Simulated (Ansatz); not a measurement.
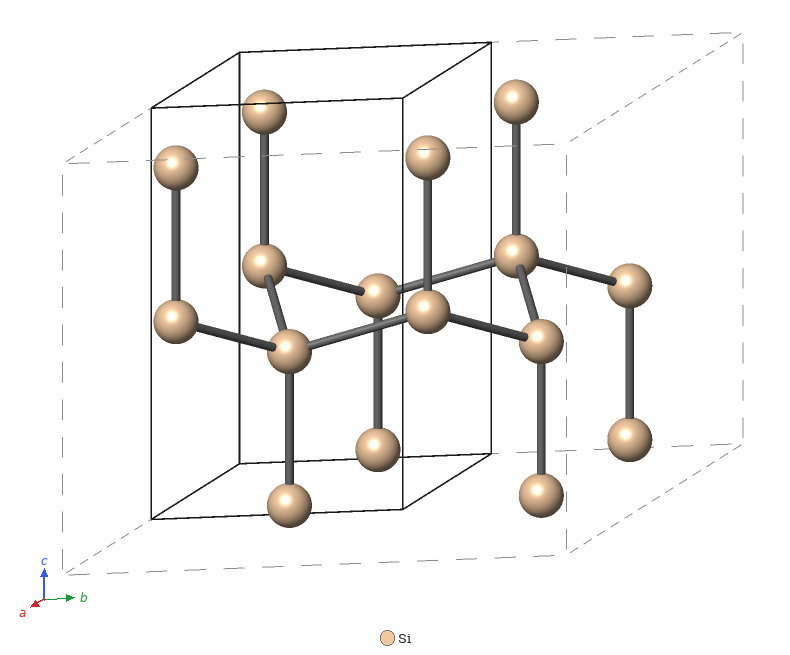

The image is a ball-and-stick drawing of a crystal, viewed slightly off an axis. Shown are 2×2×1 repeats of the conventional unit cell, one of them outlined in solid lines.

Si, space group P6_3/mmc (No. 194), a = 3.83 Å, b = 3.83 Å, c = 6.34 Å, α = 90.00°, β = 90.00°, γ = 120.00°.

Setup: DFT r2SCAN, scalar-relativistic, plane waves, PAW in Ansatz; a plane-wave cutoff of 500 eV, k-points about 0.17 Å⁻¹ apart, Gaussian smearing of 0.1 eV, no spin polarisation.

What does the calculation say: metal or gapped?

A semiconductor at this level, with a gap of 0.61 eV on the k-mesh (the true edges may lie between mesh points, so the gap can be somewhat smaller).

Origin of the cell: a structure listed in the Materials Project, with elements exchanged, so it need not be a known form of the compound. A relaxation with DFT r2SCAN, scalar-relativistic, plane waves, PAW in Ansatz gave the geometry drawn.
